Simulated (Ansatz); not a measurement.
# BN: 5 runs along one coordinate

System: BN (P6₃/mmc, 4 atoms in the cell).
Method: DFT PBEsol, scalar-relativistic, plane waves, PAW, no spin polarisation (Ansatz 0.2.0).

The 5 runs differ only in the geometry, by a strain of the cell at fixed fractional positions. Against run 3, the strain is εzz = η. The structure derives from an entry of the Crystallography Open Database.

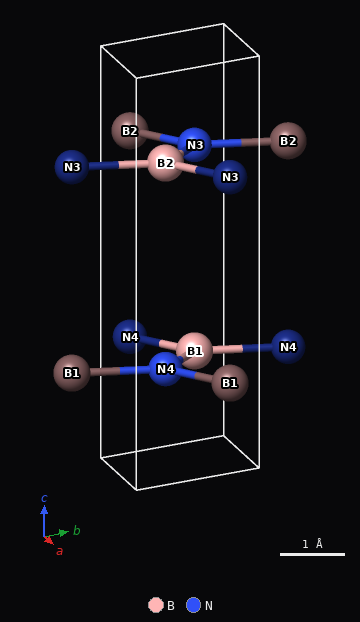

Figure 1. The structure of run 3 (ball-and-stick view of the cell of the calculation, seen slightly off an axis; neighbours outside the cell are drawn fainter; atoms are numbered from 1 in the order of the input).

**Input of run 3**
```yaml
crystal:
  lattice:
    - [2.6291912895, 0.0, 0.0]
    - [-1.3145956448, 2.2769464481, 0.0]
    - [0.0, 0.0, 6.6612]
  atoms:
    - { symbol: B, position: [0.3333333333, 0.6666666667, 0.25] }
    - { symbol: B, position: [0.6666666667, 0.3333333333, 0.75] }
    - { symbol: "N", position: [0.3333333333, 0.6666666667, 0.75] }
    - { symbol: "N", position: [0.6666666667, 0.3333333333, 0.25] }
basis:
  ecutwfc: 420
kpoints:
  mp_grid: { grid: [12, 12, 4] }
hamiltonian:
  xc: pbesol
scf:
  occupations: { method: gaussian, width: 0.05 }
output:
  forces: true
  stress: true
  eigenvalues: true
```

Command:
```bash
ansatz run input.yaml --threads 1 --pin off --max-ram 1228MiB --backend cpu --events-out ev --progress --plain --runs-dir out
```

Run 4 differs from it as follows:
```diff
-    - [0.0, 0.0, 6.6612]
+    - [0.0, 0.0, 6.82773]
```

**Results, with one run withheld**

| run | strain parameter η (%) | free energy per atom, from the lowest run given (meV) | pressure (GPa) | gap on the mesh (eV) |
| --- | --- | --- | --- | --- |
| 1 | −5.0000 | 3.73 | −28.88 | 3.82 |
| 2 | −2.5000 | 1.62 | −28.46 | 3.86 |
| 3 | 0.0000 | 0.48 | −27.99 | 3.91 |
| 4 | 2.5000 | ? | ? | ? |
| 5 | 5.0000 | 0.00 | −26.94 | 4.01 |

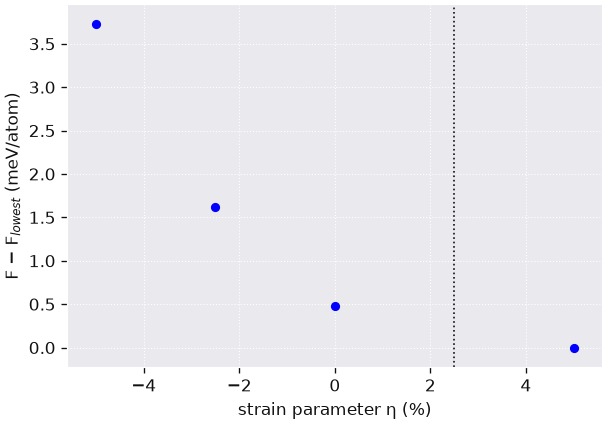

Figure 2. Free energy per atom of the runs given; the dotted line marks run 4.

Fit the runs given and predict run 4.

A quadratic polynomial in the coordinate, fitted to the 4 runs given, misses them by at most 0.08 meV per atom. With x = η + 0.6250, it reads F = 0.67249 − 0.44074 x + 0.057418 x² (meV per atom). At run 4 it gives −0.14 meV per atom, and the run itself gives −0.01. The fit has its minimum at η = 3.2130 %. The gap on the mesh goes, without turning, from 3.82 eV in run 1 to 4.01 eV in run 5; run 4 has 3.97 eV. These are gaps of this functional on this mesh, which can miss the band edges; they aren't the measured gap.

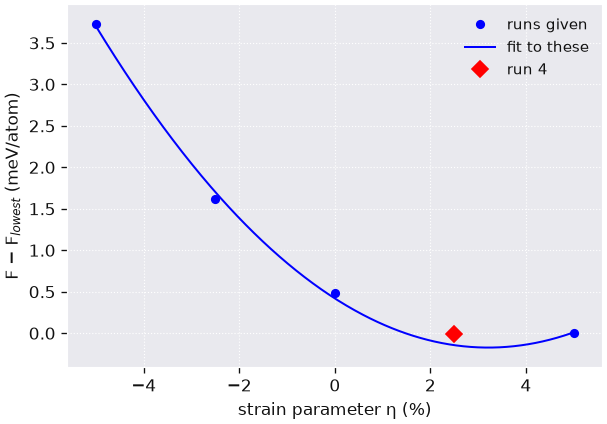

Figure 3. The fit and the withheld run.

**Output, shortened to warnings, some set-up lines, iterations and results (run 4)**
```
Basis set: ecut = 420 eV, 833 PW (Γ), exchange–correlation on 36×36×96 points (8 copies of the dense FFT grid, shifted against one another)
Symmetry: 24 space group operations
k-points: 57 of 576
Initial density: superposition of atomic densities (neutral atoms: chi_scale 0, normalization atom), corrected by the library's trained network
[...]
SCF iter   1: F=—  HF=-1067.033262 eV  |F-HF|=—  |Δ(HF+E_count)|=         —  Δρ=9.65e-3  dr2=3.38e-2  ethr=1.77e-3  ⟨swp⟩=6.3  Hψ=4067  notcnv=0
SCF iter   2: F=—  HF=-1067.026146 eV  |F-HF|=—  |Δ(HF+E_count)|=   7.12e-3  Δρ=4.02e-3  dr2=5.28e-3  ethr=2.11e-4  ⟨swp⟩=2.6  Hψ=1751  notcnv=0
SCF iter   3: F=—  HF=-1067.024768 eV  |F-HF|=—  |Δ(HF+E_count)|=   1.38e-3  Δρ=1.07e-3  dr2=3.20e-4  ethr=3.30e-5  ⟨swp⟩=2.2  Hψ=1097  notcnv=0
SCF iter   4: F=—  HF=-1067.024836 eV  |F-HF|=—  |Δ(HF+E_count)|=   6.83e-5  Δρ=1.32e-4  dr2=4.51e-6  ethr=2.00e-6  ⟨swp⟩=2.1  Hψ=1135  notcnv=0
SCF iter   5: F=—  HF=-1067.024868 eV  |F-HF|=—  |Δ(HF+E_count)|=   3.19e-5  Δρ=1.71e-5  dr2=5.48e-8  ethr=2.82e-8  ⟨swp⟩=2.7  Hψ=1127  notcnv=0
SCF iter   6: F=-1067.024868 eV  HF=-1067.024868 eV  |F-HF|=1.09e-9  |Δ(HF+E_count)|=   8.85e-8  Δρ=1.33e-6  dr2=4.02e-10  ethr=3.43e-10  ⟨swp⟩=2.7  Hψ=2581  notcnv=0
SCF 1 converged in 6 iterations: F = -1067.024868 eV  dr2 = 4.02e-10
SCF converged after 6 iterations
Free energy (F): -1067.024868 eV
Harris-Foulkes:  -1067.024868 eV  (|F-HF|=1.09e-9)
Internal energy: -1067.024868 eV  (E = F + TS)
E sigma→0 (E₀):  -1067.024868 eV
Fermi energy:    5.555273 eV
--- Per-component energies (eV) ---
  E_band       = -51.173199
  E_kinetic    = 351.399422
  E_local      = -689.212553  (includes V_loc(G=0)·N_el)
  E_nonlocal   = 113.186890
  E_hartree    = 220.109317
  E_xc         = -178.810663
  E_vxc        = -222.667618  (∫ρ·V_xc dr)
  E_paw        = -396.207493  (= ΣΔE_a)
  E_vpaw       = -44.098465  (= ΣTr[D̂ρ^β])
  E_aug_tail   = 0.000196  (compensation charges beyond the density's cutoff)
  E_ewald      = -487.575603
  E_core_change = 0.085620  (= ΣΔE_core)
  E_smearing   = -0.000000  (= −TS)
  E_closure    = -0.000000  (closes the sum)
  Σ components = -1067.024868   (vs F -1067.024868, Δ=0.00e0)
--- Forces (eV/Å), atoms counted from 1 ---
  atom   1  B      0.00000000    -0.00000000    -0.00000000
  atom   2  B     -0.00000000     0.00000000     0.00000000
  atom   3  N      0.00000000    -0.00000000    -0.00000000
  atom   4  N     -0.00000000     0.00000000     0.00000000
  max |Σ_I F_I| component: 9.25e-17 eV/Å
--- Stress (GPa, compression-positive) ---
      -41.276269      -0.000000       0.000000
       -0.000000     -41.276269      -0.000000
        0.000000      -0.000000       0.134857
  P = ⅓ Tr σ = -27.4726 GPa (-274.726 kbar)
```
